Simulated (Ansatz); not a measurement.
# Run report: Al, nudged elastic band (part 1 of 3)

System: Al (defect cell, 31 atoms in the cell).
Method: DFT PBE, scalar-relativistic, plane waves, PAW, PAW set soft_1, no spin polarisation (Ansatz 0.2.0).

It belongs to a series of runs on one base structure; here: band between the two ends.

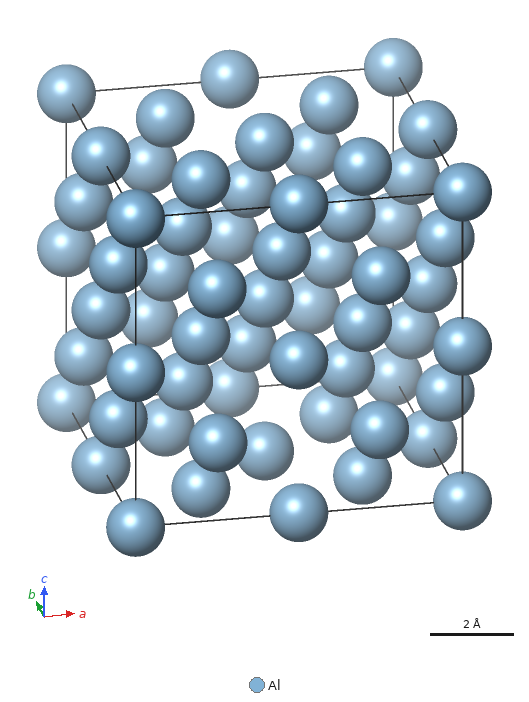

Figure 1. The structure as given in the input (spheres-only view of the cell of the calculation, seen at an oblique angle). An atom can appear more than once, as a periodic image.

**The input**
```yaml
crystal:
  lattice:
    - [8.1, 0.0, 0.0]
    - [0.0, 8.1, 0.0]
    - [0.0, 0.0, 8.1]
  atoms:
    - { symbol: Al, position: [0.49990343, 0.00198147, 0.00201445] }
    - { symbol: Al, position: [0.74717725, 0.24939352, 0.00208985] }
    - { symbol: Al, position: [0.74724827, 0.00199497, 0.24934675] }
    - { symbol: Al, position: [-0.00016044, -0.00128366, -0.00123675] }
    - { symbol: Al, position: [0.25261803, 0.24933516, 0.00214269] }
    - { symbol: Al, position: [0.49982153, 0.49676642, 0.00200791] }
    - { symbol: Al, position: [0.75038371, 0.74943288, -0.00123284] }
    - { symbol: Al, position: [0.25250176, 0.00188474, 0.24938436] }
    - { symbol: Al, position: [0.74724305, 0.49685936, 0.24935027] }
    - { symbol: Al, position: [0.49985882, 0.00200857, 0.49667289] }
    - { symbol: Al, position: [0.74726078, 0.24950056, 0.49664647] }
    - { symbol: Al, position: [0.75051266, -0.00090228, 0.7492893] }
    - { symbol: Al, position: [-0.00011384, 0.49985606, -0.00120849] }
    - { symbol: Al, position: [0.24929293, 0.74929979, -0.00109755] }
    - { symbol: Al, position: [-3.303e-05, 0.24927864, 0.24928127] }
    - { symbol: Al, position: [0.25253039, 0.49663887, 0.2494911] }
    - { symbol: Al, position: [0.49981155, 0.74934597, 0.24939357] }
    - { symbol: Al, position: [-7.358e-05, -0.00120563, 0.49985971] }
    - { symbol: Al, position: [0.25265632, 0.24934188, 0.49678323] }
    - { symbol: Al, position: [0.49998704, 0.49683485, 0.49676706] }
    - { symbol: Al, position: [0.75052363, 0.74950059, 0.50001174] }
    - { symbol: Al, position: [0.24919286, -0.00124786, 0.74943959] }
    - { symbol: Al, position: [0.49978398, 0.24941385, 0.74935059] }
    - { symbol: Al, position: [0.75039084, 0.49995964, 0.74944209] }
    - { symbol: Al, position: [-0.00014999, 0.74922277, 0.24933742] }
    - { symbol: Al, position: [-0.00012368, 0.4998283, 0.49995479] }
    - { symbol: Al, position: [0.24923352, 0.74932822, 0.50004788] }
    - { symbol: Al, position: [-4.805e-05, 0.2493944, 0.74940021] }
    - { symbol: Al, position: [0.2493283, 0.50002876, 0.74940724] }
    - { symbol: Al, position: [0.49988013, 0.74952276, 0.74936334] }
    - { symbol: Al, position: [-0.00024257, 0.74929093, 0.74940896] }
basis:
  ecutwfc: 420.0
kpoints:
  mp_grid: { grid: [3, 3, 3] }
hamiltonian:
  xc: pbe
  pseudopotentials: { kind: paw, azcp: { folder: soft_1 } }
scf:
  occupations: { method: fermi_dirac, width: 0.15 }
  lower_state_search: "off"
neb:
  images: 7
  f_tol: 0.05
  initial_path: idpp
  max_iterations: 27
  final_atoms:
    - { symbol: Al, position: [0.5008123, 0.0, -0.0008123] }
    - { symbol: Al, position: [0.75, 0.2491877, -0.0008123] }
    - { symbol: Al, position: [0.75, 0.0, 0.25] }
    - { symbol: Al, position: [-0.0008123, 0.0, -0.0008123] }
    - { symbol: Al, position: [0.25, 0.25319561, 0.00319561] }
    - { symbol: Al, position: [0.49680439, 0.5, 0.00319561] }
    - { symbol: Al, position: [0.75, 0.7508123, -0.0008123] }
    - { symbol: Al, position: [0.25, 0.0, 0.25] }
    - { symbol: Al, position: [0.75, 0.5, 0.25] }
    - { symbol: Al, position: [0.5008123, 0.0, 0.5008123] }
    - { symbol: Al, position: [0.75, 0.2491877, 0.5008123] }
    - { symbol: Al, position: [0.75, 0.0, 0.75] }
    - { symbol: Al, position: [0.00319561, 0.5, 0.00319561] }
    - { symbol: Al, position: [0.25, 0.74680439, 0.00319561] }
    - { symbol: Al, position: [0.00319561, 0.25319561, 0.25] }
    - { symbol: Al, position: [0.49680439, 0.25319561, 0.25] }
    - { symbol: Al, position: [0.49680439, 0.74680439, 0.25] }
    - { symbol: Al, position: [-0.0008123, 0.0, 0.5008123] }
    - { symbol: Al, position: [0.25, 0.25319561, 0.49680439] }
    - { symbol: Al, position: [0.49680439, 0.5, 0.49680439] }
    - { symbol: Al, position: [0.75, 0.7508123, 0.5008123] }
    - { symbol: Al, position: [0.25, 0.0, 0.75] }
    - { symbol: Al, position: [0.5008123, 0.2491877, 0.75] }
    - { symbol: Al, position: [0.75, 0.5, 0.75] }
    - { symbol: Al, position: [0.00319561, 0.74680439, 0.25] }
    - { symbol: Al, position: [0.00319561, 0.5, 0.49680439] }
    - { symbol: Al, position: [0.25, 0.74680439, 0.49680439] }
    - { symbol: Al, position: [-0.0008123, 0.2491877, 0.75] }
    - { symbol: Al, position: [0.25, 0.5, 0.75] }
    - { symbol: Al, position: [0.5008123, 0.7508123, 0.75] }
    - { symbol: Al, position: [-0.0008123, 0.7508123, 0.75] }
  order_check: true
```

Hardware: 4 threads of Arm Neoverse V2, 24 GiB of memory available, shared host.

Launched with:
```bash
ansatz run input.yaml --threads 4 --pin off --max-ram 10240MiB --backend cpu --events-out ev --progress --plain --runs-dir out
```

**Output**
```
Warning: neb: disabling space-group detection — the band's intermediate images generally break the endpoint symmetry, so no spatial operation reduces the k-mesh or symmetrises the density, except that a semilocal band can use its path's symmetry ahead of convergence; time reversal is kept, so that k and −k are solved as one point where they differ and the mesh holds both, and exact exchange and, on two spinor components, a DFT+U term hold to it where the run has them: on two components no moment then forms, and a state that bears one, which a typed moment (crystal.atoms[].spin; refused beside efield: under a hybrid functional) reaches, can lie lower, under hf by electronvolts; crystal.symmetry.detect: false (a key that needs symmetry detection or time reversal refuses this as the deck is read) with time_reversal: false beside it drops time reversal too
band count auto-derived: 86 (N_el = 93.0; filled up to band 47; 78 by the electrons, moments and atoms)
Engine: ansatz 0.2.0, aarch64-unknown-linux-gnu
Pseudopotentials: kind: paw
Pseudopotential: Al, paw, valence charge 3, recommended cutoff 420 eV (normal), [file]
Functional definition: PBE
  parameter kappa = 0.804
  parameter beta = 0.06672455060314922
  exchange = pbe_x(kappa = kappa, mu = beta*pi^2/3)
  correlation = pbe_c(beta = beta)
parallel-image band execution: 4 concurrent image workers
NEB image 0
Crystal: 31 atoms, lattice volume = 531.441 Å³
Basis set: ecut = 420 eV, 10395 PW (Γ), exchange–correlation on 120×120×120 points (8 copies of the dense FFT grid, shifted against one another)
Bands: 86, of which v1, the nominal top of the filled ones, is band 47 counted from 1 (46 counted from 0)
Symmetry: 1 space group operations
k-points: 14 of 27 (time reversal used)
Non-local potential: Al, projectors of the file, l = 0: 2, l = 1: 2, l = 2: 1
PAW form: soft (Blöchl's): semilocal exchange-correlation on the pseudo side does not see the compensation charge
PAW one-centre angular grid: Al, 110 points (default); XC on 64 Gauss nodes
Initial density: superposition of atomic densities (chi_scale 0.1, normalization cell)
Initial wavefunctions: pseudopotential atomic-orbital guess
Functional: x = pbe(κ = 0.804, μ = 0.2195149727645171), c = pbe(β = 0.06672455060314922)
SCF iter   1: F=—  HF=-16663.963710 eV  |F-HF|=—  |Δ(HF+E_count)|=         —  Δρ=2.23e-2  dr2=3.74e0  ethr=3.10e-3  ⟨swp⟩=6.6  Hψ=6027  notcnv=0  defer=8
preconditioner: auto → Kerker (q_TF=auto, 2.040 Å⁻¹)  [metal: Δε(μ)=0.183 eV  Ē_g=7.178 eV  σ=0.150 eV  W_gap=0.27  n_scr=80 (ndim 8)  ℏωp=15.5 eV  f_vac=0.000  D(μ)=10.14/eV (n_scr^D=56)]
SCF iter   2: F=—  HF=-16663.443870 eV  |F-HF|=—  |Δ(HF+E_count)|=   5.20e-1  Δρ=1.47e-2  dr2=1.58e0  ethr=3.10e-3  ⟨swp⟩=1.1  Hψ=1389  notcnv=0  defer=8
SCF iter   3: F=—  HF=-16662.804376 eV  |F-HF|=—  |Δ(HF+E_count)|=   6.39e-1  Δρ=9.06e-4  dr2=7.65e-3  ethr=1.70e-3  ⟨swp⟩=1.9  Hψ=1280  notcnv=0  defer=17
SCF iter   4: F=—  HF=-16662.804341 eV  |F-HF|=—  |Δ(HF+E_count)|=   3.48e-5  Δρ=3.45e-4  dr2=1.40e-3  ethr=8.23e-6  ⟨swp⟩=2.1  Hψ=1728  notcnv=0  defer=17
SCF iter   5: F=—  HF=-16662.804668 eV  |F-HF|=—  |Δ(HF+E_count)|=   3.27e-4  Δρ=1.03e-4  dr2=2.49e-4  ethr=1.51e-6  ⟨swp⟩=2.1  Hψ=1506  notcnv=0  defer=17
SCF iter   6: F=—  HF=-16662.804702 eV  |F-HF|=—  |Δ(HF+E_count)|=   3.42e-5  Δρ=3.18e-5  dr2=1.50e-5  ethr=2.68e-7  ⟨swp⟩=2.0  Hψ=1441  notcnv=0  defer=17
SCF iter   7: F=—  HF=-16662.804399 eV  |F-HF|=—  |Δ(HF+E_count)|=   3.03e-4  Δρ=3.83e-6  dr2=1.77e-7  ethr=1.61e-8  ⟨swp⟩=2.1  Hψ=1773  notcnv=0  defer=53
SCF iter   8: F=-16662.804399 eV  HF=-16662.804399 eV  |F-HF|=1.39e-9  |Δ(HF+E_count)|=   2.82e-8  Δρ=7.04e-7  dr2=4.76e-9  ethr=1.08e-10  ⟨swp⟩=4.0  Hψ=3206  notcnv=0
SCF 1 converged in 8 iterations: F = -16662.804399 eV  dr2 = 4.76e-9
  greatest PAW one-centre occupation: 0.451 electrons in one spin orbital (limit 2), on the Al atom at site 1 (counted from 0), in its partial waves of l = 0
NSCF: frozen V_eff on 14 k-points
NEB image 8
SCF iter   1: F=—  HF=-16663.949967 eV  |F-HF|=—  |Δ(HF+E_count)|=         —  Δρ=2.23e-2  dr2=3.68e0  ethr=3.10e-3  ⟨swp⟩=6.6  Hψ=6031  notcnv=0  defer=9
preconditioner: auto → Kerker (q_TF=auto, 2.040 Å⁻¹)  [metal: Δε(μ)=0.184 eV  Ē_g=7.176 eV  σ=0.150 eV  W_gap=0.27  n_scr=80 (ndim 8)  ℏωp=15.5 eV  f_vac=0.000  D(μ)=10.17/eV (n_scr^D=56)]
SCF iter   2: F=—  HF=-16663.437544 eV  |F-HF|=—  |Δ(HF+E_count)|=   5.12e-1  Δρ=1.47e-2  dr2=1.56e0  ethr=3.10e-3  ⟨swp⟩=1.1  Hψ=1389  notcnv=0  defer=8
SCF iter   3: F=—  HF=-16662.802878 eV  |F-HF|=—  |Δ(HF+E_count)|=   6.35e-1  Δρ=8.92e-4  dr2=7.41e-3  ethr=1.67e-3  ⟨swp⟩=1.7  Hψ=1278  notcnv=0  defer=17
SCF iter   4: F=—  HF=-16662.802637 eV  |F-HF|=—  |Δ(HF+E_count)|=   2.40e-4  Δρ=3.38e-4  dr2=1.35e-3  ethr=7.96e-6  ⟨swp⟩=2.1  Hψ=1728  notcnv=0  defer=17
SCF iter   5: F=—  HF=-16662.802947 eV  |F-HF|=—  |Δ(HF+E_count)|=   3.09e-4  Δρ=1.03e-4  dr2=2.33e-4  ethr=1.45e-6  ⟨swp⟩=2.2  Hψ=1531  notcnv=0  defer=17
SCF iter   6: F=—  HF=-16662.802982 eV  |F-HF|=—  |Δ(HF+E_count)|=   3.52e-5  Δρ=2.90e-5  dr2=1.20e-5  ethr=2.51e-7  ⟨swp⟩=2.0  Hψ=1441  notcnv=0  defer=17
SCF iter   7: F=—  HF=-16662.802680 eV  |F-HF|=—  |Δ(HF+E_count)|=   3.02e-4  Δρ=3.69e-6  dr2=1.44e-7  ethr=1.29e-8  ⟨swp⟩=2.0  Hψ=1740  notcnv=0  defer=53
SCF iter   8: F=-16662.802680 eV  HF=-16662.802680 eV  |F-HF|=1.40e-9  |Δ(HF+E_count)|=   2.74e-8  Δρ=6.77e-7  dr2=4.51e-9  ethr=1.08e-10  ⟨swp⟩=4.0  Hψ=3203  notcnv=0
SCF 2 converged in 8 iterations: F = -16662.802680 eV  dr2 = 4.51e-9
  greatest PAW one-centre occupation: 0.451 electrons in one spin orbital (limit 2), on the Al atom at site 14 (counted from 0), in its partial waves of l = 0
NSCF: frozen V_eff on 14 k-points
NEB end point (image 0): max|allowed force component| = 5.809e-3 eV/Å (the criterion of neb.relax_end_points is 1.000e-2)
NEB end point (image 8): max|allowed force component| = 2.520e-2 eV/Å (the criterion of neb.relax_end_points is 1.000e-2)
NEB image 1
SCF iter   1: F=—  HF=-16663.807529 eV  |F-HF|=—  |Δ(HF+E_count)|=         —  Δρ=2.24e-2  dr2=3.69e0  ethr=3.10e-3  ⟨swp⟩=6.8  Hψ=6079  notcnv=0  defer=15
preconditioner: auto → Kerker (q_TF=auto, 2.040 Å⁻¹)  [metal: Δε(μ)=0.024 eV  Ē_g=7.178 eV  σ=0.150 eV  W_gap=0.04  n_scr=80 (ndim 8)  ℏωp=15.5 eV  f_vac=0.000  D(μ)=10.35/eV (n_scr^D=56)]
SCF iter   2: F=—  HF=-16663.286278 eV  |F-HF|=—  |Δ(HF+E_count)|=   5.21e-1  Δρ=1.48e-2  dr2=1.55e0  ethr=3.10e-3  ⟨swp⟩=1.1  Hψ=1389  notcnv=0  defer=18
SCF iter   3: F=—  HF=-16662.650488 eV  |F-HF|=—  |Δ(HF+E_count)|=   6.36e-1  Δρ=8.95e-4  dr2=7.72e-3  ethr=1.67e-3  ⟨swp⟩=1.9  Hψ=1272  notcnv=0  defer=23
SCF iter   4: F=—  HF=-16662.650004 eV  |F-HF|=—  |Δ(HF+E_count)|=   4.85e-4  Δρ=3.26e-4  dr2=1.26e-3  ethr=8.30e-6  ⟨swp⟩=2.1  Hψ=1733  notcnv=0  defer=23
SCF iter   5: F=—  HF=-16662.650251 eV  |F-HF|=—  |Δ(HF+E_count)|=   2.47e-4  Δρ=9.87e-5  dr2=2.02e-4  ethr=1.35e-6  ⟨swp⟩=2.4  Hψ=1659  notcnv=0  defer=23
SCF iter   6: F=—  HF=-16662.650289 eV  |F-HF|=—  |Δ(HF+E_count)|=   3.76e-5  Δρ=2.79e-5  dr2=1.11e-5  ethr=2.18e-7  ⟨swp⟩=2.0  Hψ=1479  notcnv=0  defer=23
SCF iter   7: F=—  HF=-16662.649979 eV  |F-HF|=—  |Δ(HF+E_count)|=   3.10e-4  Δρ=3.43e-6  dr2=1.02e-7  ethr=1.19e-8  ⟨swp⟩=2.0  Hψ=1800  notcnv=0  defer=64
[...]
  greatest PAW one-centre occupation: 0.458 electrons in one spin orbital (limit 2), on the Al atom at site 15 (counted from 0), in its partial waves of l = 0
NEB image 2
preconditioner: auto → Kerker (q_TF=auto, 2.040 Å⁻¹)  [metal: Δε(μ)=0.047 eV  Ē_g=7.176 eV  σ=0.150 eV  W_gap=0.08  n_scr=80 (ndim 8)  ℏωp=15.5 eV  f_vac=0.000  D(μ)=10.59/eV (n_scr^D=56)]
  greatest PAW one-centre occupation: 0.470 electrons in one spin orbital (limit 2), on the Al atom at site 15 (counted from 0), in its partial waves of l = 0
NEB image 3
preconditioner: auto → Kerker (q_TF=auto, 2.040 Å⁻¹)  [metal: Δε(μ)=0.044 eV  Ē_g=7.175 eV  σ=0.150 eV  W_gap=0.07  n_scr=80 (ndim 8)  ℏωp=15.5 eV  f_vac=0.000  D(μ)=10.82/eV (n_scr^D=80)]
  greatest PAW one-centre occupation: 0.482 electrons in one spin orbital (limit 2), on the Al atom at site 15 (counted from 0), in its partial waves of l = 0
NEB image 4
preconditioner: auto → Kerker (q_TF=auto, 2.040 Å⁻¹)  [metal: Δε(μ)=0.057 eV  Ē_g=7.172 eV  σ=0.150 eV  W_gap=0.10  n_scr=80 (ndim 8)  ℏωp=15.5 eV  f_vac=0.000  D(μ)=10.92/eV (n_scr^D=80)]
  greatest PAW one-centre occupation: 0.486 electrons in one spin orbital (limit 2), on the Al atom at site 15 (counted from 0), in its partial waves of l = 0
NEB image 5
preconditioner: auto → Kerker (q_TF=auto, 2.040 Å⁻¹)  [metal: Δε(μ)=0.043 eV  Ē_g=7.174 eV  σ=0.150 eV  W_gap=0.07  n_scr=80 (ndim 8)  ℏωp=15.5 eV  f_vac=0.000  D(μ)=10.83/eV (n_scr^D=80)]
NEB image 6
preconditioner: auto → Kerker (q_TF=auto, 2.040 Å⁻¹)  [metal: Δε(μ)=0.048 eV  Ē_g=7.175 eV  σ=0.150 eV  W_gap=0.08  n_scr=80 (ndim 8)  ℏωp=15.5 eV  f_vac=0.000  D(μ)=10.61/eV (n_scr^D=80)]
  greatest PAW one-centre occupation: 0.471 electrons in one spin orbital (limit 2), on the Al atom at site 15 (counted from 0), in its partial waves of l = 0
NEB image 7
preconditioner: auto → Kerker (q_TF=auto, 2.040 Å⁻¹)  [metal: Δε(μ)=0.024 eV  Ē_g=7.177 eV  σ=0.150 eV  W_gap=0.04  n_scr=80 (ndim 8)  ℏωp=15.5 eV  f_vac=0.000  D(μ)=10.39/eV (n_scr^D=56)]
  greatest PAW one-centre occupation: 0.459 electrons in one spin orbital (limit 2), on the Al atom at site 15 (counted from 0), in its partial waves of l = 0
NEB iter   1: max|band force component| = 1.304e0 eV/Å  barrier→ = 0.8844 eV  barrier← = 0.8827 eV  Δτ_max = 0.0932 Å  (71 SCF iters)
NEB image 1
Initial density: handed on by an earlier stage of this run
Initial wavefunctions: those handed on with the density
preconditioner: auto → Kerker (q_TF=auto, 2.040 Å⁻¹)  [metal: Δε(μ)=0.016 eV  Ē_g=7.165 eV  σ=0.150 eV  W_gap=0.03  n_scr=80 (ndim 8)  ℏωp=15.5 eV  f_vac=0.000  D(μ)=10.70/eV (n_scr^D=80)]
  greatest PAW one-centre occupation: 0.457 electrons in one spin orbital (limit 2), on the Al atom at site 15 (counted from 0), in its partial waves of l = 0
NEB image 2
preconditioner: auto → Kerker (q_TF=auto, 2.040 Å⁻¹)  [metal: Δε(μ)=0.002 eV  Ē_g=7.160 eV  σ=0.150 eV  W_gap=0.00  n_scr=80 (ndim 8)  ℏωp=15.5 eV  f_vac=0.000  D(μ)=11.03/eV (n_scr^D=80)]
  greatest PAW one-centre occupation: 0.467 electrons in one spin orbital (limit 2), on the Al atom at site 15 (counted from 0), in its partial waves of l = 0
NEB image 3
preconditioner: auto → Kerker (q_TF=auto, 2.040 Å⁻¹)  [metal: Δε(μ)=0.022 eV  Ē_g=7.156 eV  σ=0.150 eV  W_gap=0.04  n_scr=80 (ndim 8)  ℏωp=15.5 eV  f_vac=0.000  D(μ)=11.37/eV (n_scr^D=80)]
  greatest PAW one-centre occupation: 0.476 electrons in one spin orbital (limit 2), on the Al atom at site 15 (counted from 0), in its partial waves of l = 0
NEB image 4
preconditioner: auto → Kerker (q_TF=auto, 2.040 Å⁻¹)  [metal: Δε(μ)=0.004 eV  Ē_g=7.156 eV  σ=0.150 eV  W_gap=0.01  n_scr=80 (ndim 8)  ℏωp=15.5 eV  f_vac=0.000  D(μ)=11.51/eV (n_scr^D=80)]
  greatest PAW one-centre occupation: 0.480 electrons in one spin orbital (limit 2), on the Al atom at site 15 (counted from 0), in its partial waves of l = 0
NEB image 5
preconditioner: auto → Kerker (q_TF=auto, 2.040 Å⁻¹)  [metal: Δε(μ)=0.024 eV  Ē_g=7.156 eV  σ=0.150 eV  W_gap=0.04  n_scr=80 (ndim 8)  ℏωp=15.5 eV  f_vac=0.000  D(μ)=11.37/eV (n_scr^D=80)]
NEB image 6
preconditioner: auto → Kerker (q_TF=auto, 2.040 Å⁻¹)  [metal: Δε(μ)=0.002 eV  Ē_g=7.160 eV  σ=0.150 eV  W_gap=0.00  n_scr=80 (ndim 8)  ℏωp=15.5 eV  f_vac=0.000  D(μ)=11.02/eV (n_scr^D=80)]
NEB image 7
preconditioner: auto → Kerker (q_TF=auto, 2.040 Å⁻¹)  [metal: Δε(μ)=0.017 eV  Ē_g=7.165 eV  σ=0.150 eV  W_gap=0.03  n_scr=80 (ndim 8)  ℏωp=15.5 eV  f_vac=0.000  D(μ)=10.69/eV (n_scr^D=80)]
NEB iter   2: max|band force component| = 3.599e-1 eV/Å  barrier→ = 0.6673 eV  barrier← = 0.6655 eV  CI = image 4  Δτ_max = 0.0603 Å  (41 SCF iters)
NEB image 1
preconditioner: auto → Kerker (q_TF=auto, 2.040 Å⁻¹)  [metal: Δε(μ)=0.007 eV  Ē_g=7.164 eV  σ=0.150 eV  W_gap=0.01  n_scr=80 (ndim 8)  ℏωp=15.5 eV  f_vac=0.000  D(μ)=10.70/eV (n_scr^D=80)]
  greatest PAW one-centre occupation: 0.456 electrons in one spin orbital (limit 2), on the Al atom at site 15 (counted from 0), in its partial waves of l = 0
NEB image 2
preconditioner: auto → Kerker (q_TF=auto, 2.040 Å⁻¹)  [metal: Δε(μ)=0.049 eV  Ē_g=7.161 eV  σ=0.150 eV  W_gap=0.08  n_scr=80 (ndim 8)  ℏωp=15.5 eV  f_vac=0.000  D(μ)=11.01/eV (n_scr^D=80)]
  greatest PAW one-centre occupation: 0.466 electrons in one spin orbital (limit 2), on the Al atom at site 15 (counted from 0), in its partial waves of l = 0
NEB image 3
preconditioner: auto → Kerker (q_TF=auto, 2.040 Å⁻¹)  [metal: Δε(μ)=0.037 eV  Ē_g=7.156 eV  σ=0.150 eV  W_gap=0.06  n_scr=80 (ndim 8)  ℏωp=15.5 eV  f_vac=0.000  D(μ)=11.36/eV (n_scr^D=80)]
  greatest PAW one-centre occupation: 0.475 electrons in one spin orbital (limit 2), on the Al atom at site 15 (counted from 0), in its partial waves of l = 0
```
